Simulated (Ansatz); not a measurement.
SrTiO3: geometry relaxation (part 1 of 3)

- system: SrTiO3 (slab, 30 atoms in the cell)
- method: DFT PBEsol, scalar-relativistic, plane waves, PAW, no spin polarisation (Ansatz 0.2.0)

The structure derives from an entry of the Crystallography Open Database. It belongs to a series of runs on one base structure; here: (1 1 0) slab, atoms relaxed.

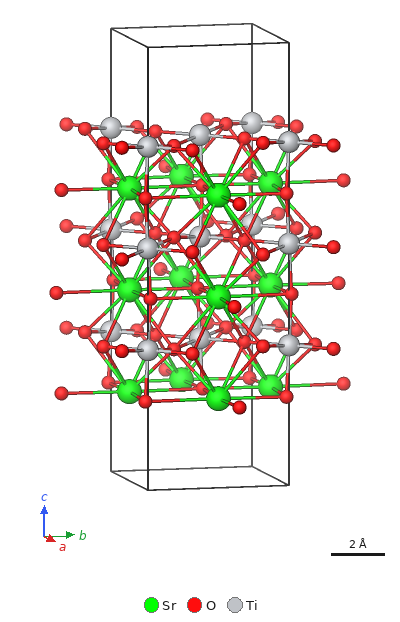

The structure as given in the input (ball-and-stick view of the cell of the calculation, with the vacuum cut short, seen slightly off an axis; bonded neighbours outside the cell are drawn too). An atom can appear more than once, as a periodic image.

Input file:
```yaml
crystal:
  lattice:
    - [5.5043380442, 0.0, 0.0]
    - [0.0344432621, 5.5042302792, 0.0]
    - [0.0, 0.0, 24.8911420919]
  atoms:
    - { symbol: Sr, position: [0.5, 0.0, 0.3013120078] }
    - { symbol: Sr, position: [0.0, 0.5, 0.3013120078] }
    - { symbol: O, position: [0.0246454728, 0.9753545272, 0.3013120078] }
    - { symbol: O, position: [0.4753545272, 0.5246454728, 0.3013120078] }
    - { symbol: O, position: [0.75, 0.25, 0.3715672113] }
    - { symbol: Ti, position: [0.5, 0.5, 0.3792505391] }
    - { symbol: Ti, position: [0.0, 0.0, 0.3792505391] }
    - { symbol: O, position: [0.25, 0.25, 0.3792505391] }
    - { symbol: O, position: [0.75, 0.75, 0.3792505391] }
    - { symbol: O, position: [0.25, 0.75, 0.3869338669] }
    - { symbol: Sr, position: [0.0, 0.5, 0.4571890704] }
    - { symbol: Sr, position: [0.5, 0.0, 0.4571890704] }
    - { symbol: O, position: [0.5246454728, 0.4753545272, 0.4571890704] }
    - { symbol: O, position: [0.9753545272, 0.0246454728, 0.4571890704] }
    - { symbol: O, position: [0.25, 0.75, 0.5274442739] }
    - { symbol: Ti, position: [0.0, 0.0, 0.5351276017] }
    - { symbol: Ti, position: [0.5, 0.5, 0.5351276017] }
    - { symbol: O, position: [0.75, 0.75, 0.5351276017] }
    - { symbol: O, position: [0.25, 0.25, 0.5351276017] }
    - { symbol: O, position: [0.75, 0.25, 0.5428109296] }
    - { symbol: Sr, position: [0.5, 0.0, 0.6130661331] }
    - { symbol: Sr, position: [0.0, 0.5, 0.6130661331] }
    - { symbol: O, position: [0.0246454728, 0.9753545272, 0.6130661331] }
    - { symbol: O, position: [0.4753545272, 0.5246454728, 0.6130661331] }
    - { symbol: O, position: [0.75, 0.25, 0.6833213365] }
    - { symbol: Ti, position: [0.5, 0.5, 0.6910046644] }
    - { symbol: Ti, position: [0.0, 0.0, 0.6910046644] }
    - { symbol: O, position: [0.25, 0.25, 0.6910046644] }
    - { symbol: O, position: [0.75, 0.75, 0.6910046644] }
    - { symbol: O, position: [0.25, 0.75, 0.6986879922] }
basis:
  ecutwfc: 420
kpoints:
  mp_grid: { grid: [5, 5, 1] }
hamiltonian:
  xc: pbesol
scf:
  occupations: { method: gaussian, width: 0.05 }
output:
  forces: true
  eigenvalues: true
  write_density: true
  write_potential: true
  elf: true
  volumetric_format: npy
relax:
  adjacent_minimum: "off"
  f_tol: 0.02
  max_steps: 60
efield:
  axis: 3
  dipole_correction: true
  ramp_width: 0.04
```

Run on 4 threads of Arm Neoverse V2, 24 GiB of memory available, shared host.

Command:
```bash
ansatz run input.yaml --threads 4 --pin off --max-ram 10240MiB --backend cpu --events-out ev --progress --plain --runs-dir out
```

The program's output:
```
Engine: ansatz 0.2.0, aarch64-unknown-linux-gnu
Pseudopotentials: kind: paw
Pseudopotential: Sr, paw, valence charge 10, recommended cutoff 420 eV (normal), Sr.paw.azcp
Pseudopotential: O, paw, valence charge 6, recommended cutoff 420 eV (normal), O.paw.azcp
Pseudopotential: Ti, paw, valence charge 12, recommended cutoff 420 eV (normal), Ti.paw.azcp
Functional definition: PBEsol
  exchange = pbesol_x
  correlation = pbesol_c
Crystal: 30 atoms, lattice volume = 754.131 Å³
Basis set: ecut = 420 eV, 14711 PW (Γ), exchange–correlation on 80×80×360 points (8 copies of the dense FFT grid, shifted against one another)
Bands: 150, of which v1, the nominal top of the filled ones, is band 120 counted from 1 (119 counted from 0)
Symmetry: 4 space group operations
Space group: Cmm2 (ITA 35), of the structure as read, at distance tolerance 9.1e-5 Å
k-points: 9 of 25
Non-local potential: Sr, projectors of the file, l = 0: 3, l = 1: 2, l = 2: 2
Non-local potential: O, projectors of the file, l = 0: 2, l = 1: 2, l = 2: 1
Non-local potential: Ti, projectors of the file, l = 0: 3, l = 1: 2, l = 2: 3, l = 3: 1
PAW form: soft (Blöchl's): semilocal exchange-correlation on the pseudo side does not see the compensation charge
PAW frozen core: Sr, regenerated for the run's functional, and the local potential with it (the file was generated under x = pbe(κ = 0.804, μ = 0.2195149727645171), c = pbe(β = 0.06672455060314922))
PAW frozen core: O, regenerated for the run's functional, and the local potential with it (the file was generated under x = pbe(κ = 0.804, μ = 0.2195149727645171), c = pbe(β = 0.06672455060314922))
PAW frozen core: Ti, regenerated for the run's functional, and the local potential with it (the file was generated under x = pbe(κ = 0.804, μ = 0.2195149727645171), c = pbe(β = 0.06672455060314922))
PAW one-centre angular grid: Sr, 110 points (default); XC on 64 Gauss nodes
PAW one-centre angular grid: O, 110 points (default); XC on 64 Gauss nodes
PAW one-centre angular grid: Ti, 590 points (default); XC on 64 Gauss nodes
Initial density: superposition of atomic densities (neutral atoms: chi_scale 0, normalization atom), corrected by the library's trained network
Initial wavefunctions: pseudopotential atomic-orbital guess
Functional: x = pbesol(κ = 0.804, μ = 0.12345679012345678), c = pbesol(β = 0.046)
SCF iter   1: F=—  HF=-45938.502564 eV  |F-HF|=—  |Δ(HF+E_count)|=         —  Δρ=1.12e-2  dr2=8.10e-1  ethr=1.77e-3  p=-0.459 e·Å  D=-1.10e-1 V/Å  ΔV_dip=2.74 eV  dr2_dipole=1.61e-3  V_vac-E_F(+/−)=4.31/1.57 eV  ⟨swp⟩=8.8  Hψ=7305  notcnv=0  defer=44
efield: sawtooth ramp at fractional position 0.9800 (placed from the atoms, in the widest stretch of the axis that holds none; the zero of the levels goes with the place), width 0.0400; the density the first Hamiltonian is built on has a dipole p = -0.459 e·Å; the dipole correction subtracts the counter field D = -1.10e-1 V/Å, which shifts the + side's vacuum level by +2.74 eV against the − side's; the planar-averaged density in the ramp window peaks in size at 3.7e-5 e/Å³
preconditioner: auto → Resta (q_TF=auto, 2.254 Å⁻¹)  ε∞=3.5  [insulator: Δε(μ)=0.676 eV  Ē_g=11.444 eV  σ=0.050 eV  W_gap=1.00  n_scr=128 (ndim 8)  ℏωp=18.1 eV  f_vac=0.494  D(μ)=0.00/eV (n_scr^D=0)  ε∞_Penn≈3.5  vacuum switching on, ρ_ref=9.5e-3 e/Å³]
SCF iter   2: F=—  HF=-45938.396515 eV  |F-HF|=—  |Δ(HF+E_count)|=   1.06e-1  Δρ=6.85e-3  dr2=3.62e-1  ethr=3.37e-4  p=-0.460 e·Å  D=-1.10e-1 V/Å  ΔV_dip=2.75 eV  dr2_dipole=1.22e-3  V_vac-E_F(+/−)=4.38/1.63 eV  ⟨swp⟩=2.9  Hψ=2436  notcnv=0  defer=220
SCF iter   3: F=—  HF=-45938.333559 eV  |F-HF|=—  |Δ(HF+E_count)|=   6.30e-2  Δρ=1.46e-3  dr2=1.71e-2  ethr=1.51e-4  p=-0.459 e·Å  D=-1.10e-1 V/Å  ΔV_dip=2.74 eV  dr2_dipole=1.96e-5  V_vac-E_F(+/−)=4.32/1.58 eV  ⟨swp⟩=3.1  Hψ=1814  notcnv=0  defer=220
SCF iter   4: F=—  HF=-45938.332364 eV  |F-HF|=—  |Δ(HF+E_count)|=   1.19e-3  Δρ=7.41e-4  dr2=4.65e-3  ethr=7.13e-6  p=-0.471 e·Å  D=-1.13e-1 V/Å  ΔV_dip=2.81 eV  dr2_dipole=9.41e-6  V_vac-E_F(+/−)=4.34/1.52 eV  ⟨swp⟩=2.1  Hψ=1973  notcnv=0  defer=220
SCF iter   5: F=—  HF=-45938.331712 eV  |F-HF|=—  |Δ(HF+E_count)|=   6.52e-4  Δρ=3.55e-4  dr2=9.46e-4  ethr=1.94e-6  p=-0.474 e·Å  D=-1.14e-1 V/Å  ΔV_dip=2.83 eV  dr2_dipole=4.42e-8  V_vac-E_F(+/−)=4.31/1.48 eV  ⟨swp⟩=2.0  Hψ=1968  notcnv=0  defer=220
SCF iter   6: F=—  HF=-45938.331839 eV  |F-HF|=—  |Δ(HF+E_count)|=   1.27e-4  Δρ=9.54e-5  dr2=8.84e-5  ethr=3.94e-7  p=-0.477 e·Å  D=-1.15e-1 V/Å  ΔV_dip=2.85 eV  dr2_dipole=6.65e-6  V_vac-E_F(+/−)=4.30/1.45 eV  ⟨swp⟩=2.0  Hψ=1813  notcnv=0  defer=220
SCF iter   7: F=—  HF=-45938.331860 eV  |F-HF|=—  |Δ(HF+E_count)|=   2.12e-5  Δρ=4.64e-5  dr2=2.16e-5  ethr=3.68e-8  p=-0.479 e·Å  D=-1.15e-1 V/Å  ΔV_dip=2.86 eV  dr2_dipole=4.68e-9  V_vac-E_F(+/−)=4.30/1.44 eV  ⟨swp⟩=2.0  Hψ=1880  notcnv=0  defer=220
SCF iter   8: F=-45938.331869 eV  HF=-45938.331870 eV  |F-HF|=1.55e-6  |Δ(HF+E_count)|=   9.82e-6  Δρ=2.97e-5  dr2=7.64e-6  ethr=4.17e-9  p=-0.480 e·Å  D=-1.15e-1 V/Å  ΔV_dip=2.87 eV  dr2_dipole=1.80e-7  V_vac-E_F(+/−)=4.30/1.43 eV  ⟨swp⟩=25.6  Hψ=17751  notcnv=0
SCF 1 converged in 8 iterations: F = -45938.331869 eV  dr2 = 7.64e-6
  greatest PAW one-centre occupation: 0.999 electrons in one spin orbital (limit 2), on the Ti atom at site 6 (counted from 0), in its partial waves of l = 0
relax step   1: F+E_penalty+E_count = -45938.33186855 eV  Δ(F+E_penalty+E_count) = +0.000e0 eV  max|allowed force component| = 2.026e0 eV/Å  Δτ_max = 0.0000 Å  (8 SCF iters, dr2 threshold 1.00e-5 eV, accepted)
Initial density: handed on by an earlier stage of this run
Initial wavefunctions: those handed on with the density
iter 1 solved again at ethr=1.51e-4 eV; its pass at ethr=3.10e-3 eV (dr2=3.62e-1 eV) is discarded
SCF iter   1: F=—  HF=-45938.966654 eV  |F-HF|=—  |Δ(HF+E_count)|=         —  Δρ=4.59e-3  dr2=3.48e-1  ethr=1.51e-4  p=-0.480 e·Å  D=-1.15e-1 V/Å  ΔV_dip=2.87 eV  dr2_dipole=7.46e-2  V_vac-E_F(+/−)=4.52/1.65 eV  ⟨swp⟩=2.0  Hψ=4716  notcnv=0  defer=217
efield: sawtooth ramp at fractional position 0.9800 (handed on by an earlier solve), width 0.0400; the density the first Hamiltonian is built on has a dipole p = -0.480 e·Å; the dipole correction subtracts the counter field D = -1.15e-1 V/Å, which shifts the + side's vacuum level by +2.87 eV against the − side's; the planar-averaged density in the ramp window peaks in size at 4.8e-6 e/Å³
preconditioner: auto → Resta (q_TF=auto, 2.254 Å⁻¹)  ε∞=3.4  [insulator: Δε(μ)=0.899 eV  Ē_g=11.659 eV  σ=0.050 eV  W_gap=1.00  n_scr=128 (ndim 8)  ℏωp=18.1 eV  f_vac=0.500  D(μ)=0.00/eV (n_scr^D=0)  ε∞_Penn≈3.4  vacuum switching on, ρ_ref=9.9e-3 e/Å³]
SCF iter   2: F=—  HF=-45938.906533 eV  |F-HF|=—  |Δ(HF+E_count)|=   6.01e-2  Δρ=2.94e-3  dr2=7.11e-2  ethr=1.45e-4  p=-0.335 e·Å  D=-8.04e-2 V/Å  ΔV_dip=2.00 eV  dr2_dipole=8.10e-5  V_vac-E_F(+/−)=4.45/2.45 eV  ⟨swp⟩=4.2  Hψ=2071  notcnv=0  defer=219
SCF iter   3: F=—  HF=-45938.909247 eV  |F-HF|=—  |Δ(HF+E_count)|=   2.71e-3  Δρ=2.14e-3  dr2=4.31e-2  ethr=2.96e-5  p=-0.314 e·Å  D=-7.54e-2 V/Å  ΔV_dip=1.88 eV  dr2_dipole=1.61e-3  V_vac-E_F(+/−)=4.49/2.61 eV  ⟨swp⟩=2.9  Hψ=2277  notcnv=0  defer=213
SCF iter   4: F=—  HF=-45938.908999 eV  |F-HF|=—  |Δ(HF+E_count)|=   2.48e-4  Δρ=6.52e-4  dr2=5.20e-3  ethr=1.79e-5  p=-0.288 e·Å  D=-6.91e-2 V/Å  ΔV_dip=1.72 eV  dr2_dipole=3.34e-5  V_vac-E_F(+/−)=4.54/2.82 eV  ⟨swp⟩=2.1  Hψ=1957  notcnv=0  defer=213
SCF iter   5: F=—  HF=-45938.909596 eV  |F-HF|=—  |Δ(HF+E_count)|=   5.97e-4  Δρ=3.35e-4  dr2=1.05e-3  ethr=2.17e-6  p=-0.279 e·Å  D=-6.70e-2 V/Å  ΔV_dip=1.67 eV  dr2_dipole=3.56e-6  V_vac-E_F(+/−)=4.58/2.91 eV  ⟨swp⟩=2.1  Hψ=1921  notcnv=0  defer=213
SCF iter   6: F=—  HF=-45938.909685 eV  |F-HF|=—  |Δ(HF+E_count)|=   8.87e-5  Δρ=1.74e-4  dr2=2.59e-4  ethr=4.38e-7  p=-0.276 e·Å  D=-6.62e-2 V/Å  ΔV_dip=1.65 eV  dr2_dipole=2.96e-9  V_vac-E_F(+/−)=4.59/2.94 eV  ⟨swp⟩=2.1  Hψ=1967  notcnv=0  defer=213
SCF iter   7: F=-45938.909715 eV  HF=-45938.909715 eV  |F-HF|=9.62e-8  |Δ(HF+E_count)|=   3.01e-5  Δρ=6.59e-5  dr2=4.08e-5  ethr=4.17e-8  p=-0.275 e·Å  D=-6.61e-2 V/Å  ΔV_dip=1.65 eV  dr2_dipole=6.98e-7  V_vac-E_F(+/−)=4.60/2.95 eV  ⟨swp⟩=25.2  Hψ=18213  notcnv=0
SCF 2 converged in 7 iterations: F = -45938.909715 eV  dr2 = 4.08e-5
[... from here on the iterations of each SCF are left out, up to the last one ...]
relax step   2: F+E_penalty+E_count = -45938.90971525 eV  Δ(F+E_penalty+E_count) = -5.778e-1 eV  max|allowed force component| = 1.202e0 eV/Å  Δτ_max = 0.1950 Å  (7 SCF iters, dr2 threshold 1.00e-4 eV, accepted)
efield: sawtooth ramp at fractional position 0.9800 (handed on by an earlier solve), width 0.0400; the density the first Hamiltonian is built on has a dipole p = -0.275 e·Å; the dipole correction subtracts the counter field D = -6.61e-2 V/Å, which shifts the + side's vacuum level by +1.65 eV against the − side's; the planar-averaged density in the ramp window peaks in size at 4.0e-6 e/Å³
preconditioner: auto → Resta (q_TF=auto, 2.254 Å⁻¹)  ε∞=3.4  [insulator: Δε(μ)=1.176 eV  Ē_g=11.758 eV  σ=0.050 eV  W_gap=1.00  n_scr=128 (ndim 8)  ℏωp=18.1 eV  f_vac=0.502  D(μ)=0.00/eV (n_scr^D=0)  ε∞_Penn≈3.4  vacuum switching on, ρ_ref=1.0e-2 e/Å³]
SCF 3 converged in 6 iterations: F = -45939.078584 eV  dr2 = 5.25e-5
relax step   3: F+E_penalty+E_count = -45939.07858434 eV  Δ(F+E_penalty+E_count) = -1.689e-1 eV  max|allowed force component| = 4.586e-1 eV/Å  Δτ_max = 0.0492 Å  (6 SCF iters, dr2 threshold 9.03e-5 eV, accepted)
efield: sawtooth ramp at fractional position 0.9800 (handed on by an earlier solve), width 0.0400; the density the first Hamiltonian is built on has a dipole p = -0.390 e·Å; the dipole correction subtracts the counter field D = -9.37e-2 V/Å, which shifts the + side's vacuum level by +2.33 eV against the − side's; the planar-averaged density in the ramp window peaks in size at 2.7e-6 e/Å³
preconditioner: auto → Resta (q_TF=auto, 2.254 Å⁻¹)  ε∞=3.4  [insulator: Δε(μ)=1.096 eV  Ē_g=11.774 eV  σ=0.050 eV  W_gap=1.00  n_scr=128 (ndim 8)  ℏωp=18.1 eV  f_vac=0.501  D(μ)=0.00/eV (n_scr^D=0)  ε∞_Penn≈3.4  vacuum switching on, ρ_ref=1.0e-2 e/Å³]
SCF 4 converged in 7 iterations: F = -45939.110360 eV  dr2 = 5.99e-6
relax step   4: F+E_penalty+E_count = -45939.11035975 eV  Δ(F+E_penalty+E_count) = -3.178e-2 eV  max|allowed force component| = 1.944e-1 eV/Å  Δτ_max = 0.1054 Å  (7 SCF iters, dr2 threshold 3.06e-5 eV, accepted)
efield: sawtooth ramp at fractional position 0.9800 (handed on by an earlier solve), width 0.0400; the density the first Hamiltonian is built on has a dipole p = -0.418 e·Å; the dipole correction subtracts the counter field D = -1.00e-1 V/Å, which shifts the + side's vacuum level by +2.50 eV against the − side's; the planar-averaged density in the ramp window peaks in size at 3.4e-6 e/Å³
preconditioner: auto → Resta (q_TF=auto, 2.254 Å⁻¹)  ε∞=3.4  [insulator: Δε(μ)=0.788 eV  Ē_g=11.775 eV  σ=0.050 eV  W_gap=1.00  n_scr=128 (ndim 8)  ℏωp=18.1 eV  f_vac=0.501  D(μ)=0.00/eV (n_scr^D=0)  ε∞_Penn≈3.4  vacuum switching on, ρ_ref=1.0e-2 e/Å³]
SCF 5 converged in 8 iterations: F = -45939.130040 eV  dr2 = 3.20e-7
relax step   5: F+E_penalty+E_count = -45939.13003981 eV  Δ(F+E_penalty+E_count) = -1.968e-2 eV  max|allowed force component| = 3.243e-2 eV/Å  Δτ_max = 0.0356 Å  (8 SCF iters, dr2 threshold 5.50e-6 eV, accepted)
efield: sawtooth ramp at fractional position 0.9800 (handed on by an earlier solve), width 0.0400; the density the first Hamiltonian is built on has a dipole p = -0.442 e·Å; the dipole correction subtracts the counter field D = -1.06e-1 V/Å, which shifts the + side's vacuum level by +2.64 eV against the − side's; the planar-averaged density in the ramp window peaks in size at 3.5e-6 e/Å³
preconditioner: auto → Resta (q_TF=auto, 2.254 Å⁻¹)  ε∞=3.4  [insulator: Δε(μ)=0.720 eV  Ē_g=11.772 eV  σ=0.050 eV  W_gap=1.00  n_scr=128 (ndim 8)  ℏωp=18.1 eV  f_vac=0.501  D(μ)=0.00/eV (n_scr^D=0)  ε∞_Penn≈3.4  vacuum switching on, ρ_ref=1.0e-2 e/Å³]
SCF 6 converged in 7 iterations: F = -45939.130522 eV  dr2 = 3.59e-8
relax step   6: F+E_penalty+E_count = -45939.13052156 eV  Δ(F+E_penalty+E_count) = -4.818e-4 eV  max|allowed force component| = 2.021e-2 eV/Å  Δτ_max = 0.0118 Å  (7 SCF iters, accepted)
SCF iter   1: F=—  HF=-45939.131558 eV  |F-HF|=—  |Δ(HF+E_count)|=         —  Δρ=6.53e-5  dr2=3.60e-5  ethr=2.30e-7  p=-0.441 e·Å  D=-1.06e-1 V/Å  ΔV_dip=2.63 eV  dr2_dipole=5.50e-8  V_vac-E_F(+/−)=5.01/2.38 eV  ⟨swp⟩=2.4  Hψ=2472  notcnv=0
efield: sawtooth ramp at fractional position 0.9800 (handed on by an earlier solve), width 0.0400; the density the first Hamiltonian is built on has a dipole p = -0.441 e·Å; the dipole correction subtracts the counter field D = -1.06e-1 V/Å, which shifts the + side's vacuum level by +2.63 eV against the − side's; the planar-averaged density in the ramp window peaks in size at 3.6e-6 e/Å³
preconditioner: auto → Resta (q_TF=auto, 2.254 Å⁻¹)  ε∞=3.4  [insulator: Δε(μ)=0.730 eV  Ē_g=11.770 eV  σ=0.050 eV  W_gap=1.00  n_scr=128 (ndim 8)  ℏωp=18.1 eV  f_vac=0.501  D(μ)=0.00/eV (n_scr^D=0)  ε∞_Penn≈3.4  vacuum switching on, ρ_ref=1.0e-2 e/Å³]
SCF iter   2: F=—  HF=-45939.130578 eV  |F-HF|=—  |Δ(HF+E_count)|=   9.80e-4  Δρ=3.43e-5  dr2=9.25e-6  ethr=1.50e-8  p=-0.441 e·Å  D=-1.06e-1 V/Å  ΔV_dip=2.63 eV  dr2_dipole=3.83e-8  V_vac-E_F(+/−)=5.01/2.38 eV  ⟨swp⟩=2.0  Hψ=2218  notcnv=0
SCF iter   3: F=—  HF=-45939.130577 eV  |F-HF|=—  |Δ(HF+E_count)|=   1.69e-6  Δρ=2.65e-5  dr2=5.29e-6  ethr=3.85e-9  p=-0.441 e·Å  D=-1.06e-1 V/Å  ΔV_dip=2.63 eV  dr2_dipole=2.08e-8  V_vac-E_F(+/−)=5.01/2.38 eV  ⟨swp⟩=2.0  Hψ=1946  notcnv=0
SCF iter   4: F=—  HF=-45939.130576 eV  |F-HF|=—  |Δ(HF+E_count)|=   9.43e-7  Δρ=6.24e-6  dr2=2.54e-7  ethr=2.20e-9  p=-0.441 e·Å  D=-1.06e-1 V/Å  ΔV_dip=2.63 eV  dr2_dipole=8.39e-9  V_vac-E_F(+/−)=5.01/2.38 eV  ⟨swp⟩=2.0  Hψ=1904  notcnv=0
SCF iter   5: F=—  HF=-45939.130576 eV  |F-HF|=—  |Δ(HF+E_count)|=   2.25e-9  Δρ=3.95e-6  dr2=1.18e-7  ethr=4.17e-11  p=-0.441 e·Å  D=-1.06e-1 V/Å  ΔV_dip=2.63 eV  dr2_dipole=6.88e-10  V_vac-E_F(+/−)=5.01/2.38 eV  ⟨swp⟩=17.9  Hψ=12571  notcnv=0
SCF iter   6: F=-45939.130576 eV  HF=-45939.130576 eV  |F-HF|=1.27e-9  |Δ(HF+E_count)|=   9.15e-9  Δρ=1.01e-6  dr2=6.78e-9  ethr=4.17e-11  p=-0.441 e·Å  D=-1.06e-1 V/Å  ΔV_dip=2.63 eV  dr2_dipole=1.08e-11  V_vac-E_F(+/−)=5.01/2.38 eV  ⟨swp⟩=11.1  Hψ=10269  notcnv=0
SCF 7 converged in 6 iterations: F = -45939.130576 eV  dr2 = 6.78e-9
relax step   7: F+E_penalty+E_count = -45939.13057562 eV  Δ(F+E_penalty+E_count) = -5.406e-5 eV  max|allowed force component| = 2.323e-3 eV/Å  Δτ_max = 0.0015 Å  (6 SCF iters, accepted)
```

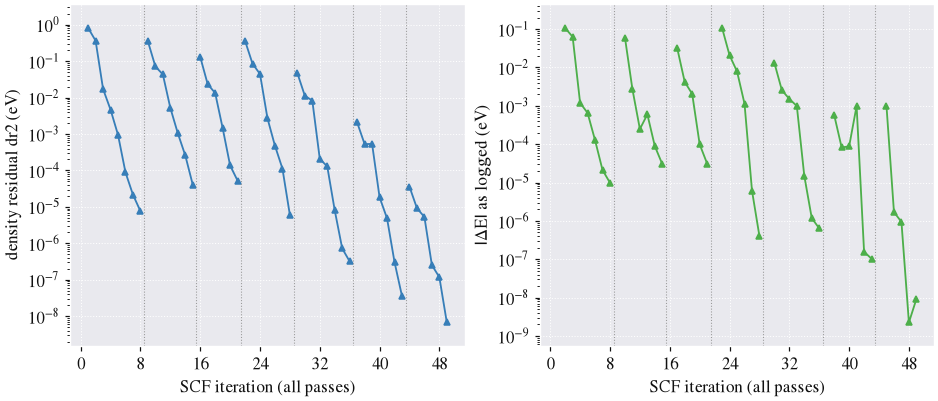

Convergence of the self-consistent field: density residual dr2 and size of the energy change against the SCF iteration. The dotted lines part the SCF passes of the relaxation: geometry steps, rejected trials and re-solves on a re-selected basis. The 7 passes take 6 to 8 iterations each, 49 in all.

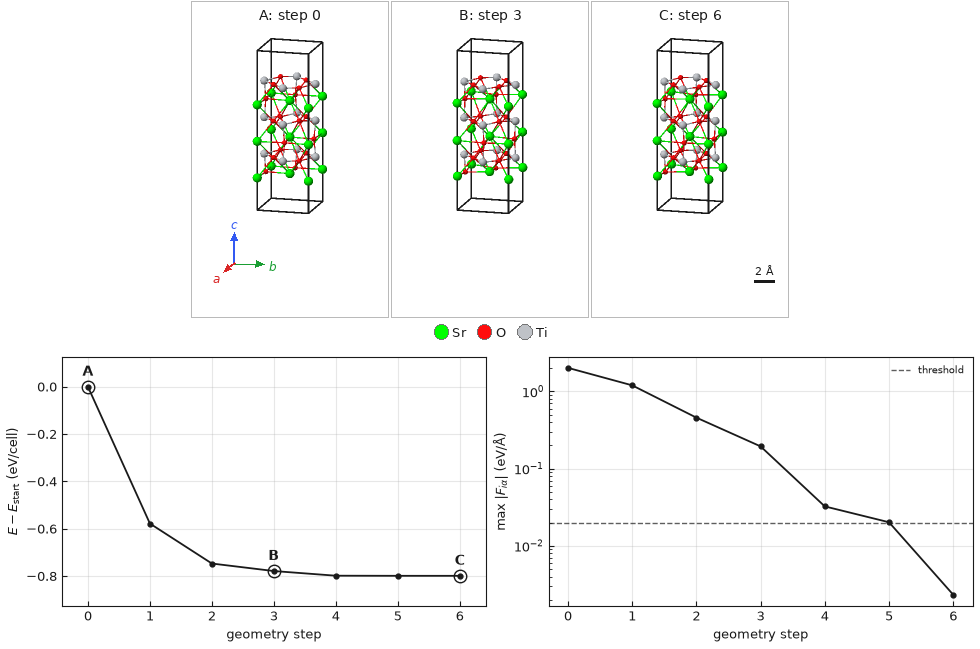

Frames of the relaxation (ball-and-stick view of the cell of the calculation, with the vacuum cut short (origin shifted), seen slightly off an axis) above the curves, on which the letters mark them (the first geometry is step 0 here and step 1 in the log).
